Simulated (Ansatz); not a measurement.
The structure in question:

```yaml
crystal:
  lattice:
    - [3.33886, 0.00000, 0.00000]
    - [-1.66943, 2.89153, 0.00000]
    - [0.00000, 0.00000, 11.65458]
  atoms:
    - { symbol: Hf, position: [0.66667, 0.33333, 0.89871] }
    - { symbol: Hf, position: [0.33333, 0.66667, 0.39871] }
    - { symbol: Hf, position: [0.66667, 0.33333, 0.60129] }
    - { symbol: Hf, position: [0.33333, 0.66667, 0.10129] }
    - { symbol: S, position: [0.00000, 0.00000, 0.75000] }
    - { symbol: S, position: [0.00000, 0.00000, 0.25000] }
```

Summarise the structure in words.

Answer. Chemical formula Hf2S. The lattice is primitive hexagonal and the space group P6_3/mmc (No. 194). Content of the cell: 4 Hf, 2 S (Z = 2). About every Hf there are three Hf and three S (3.05 Å to Hf, 2.59 Å to S). Each S atom is coordinated by six Hf in a trigonal prismatic arrangement at 2.59 Å. Not all metal-metal contacts are counted. The bonds build a three-dimensional framework.

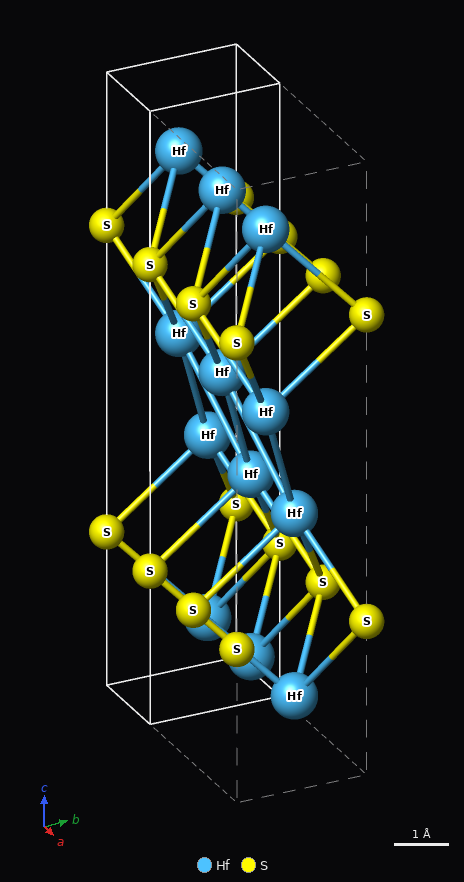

An orthographic ball-and-stick view of the structure, slightly off an axis. A block of 3×1×1 cells is shown, with one conventional unit cell in solid outline.

Source of the structure: a structure listed in the Materials Project. It was relaxed at fixed volume with DFT LDA, scalar-relativistic, plane waves, PAW (Ansatz 0.2.0).
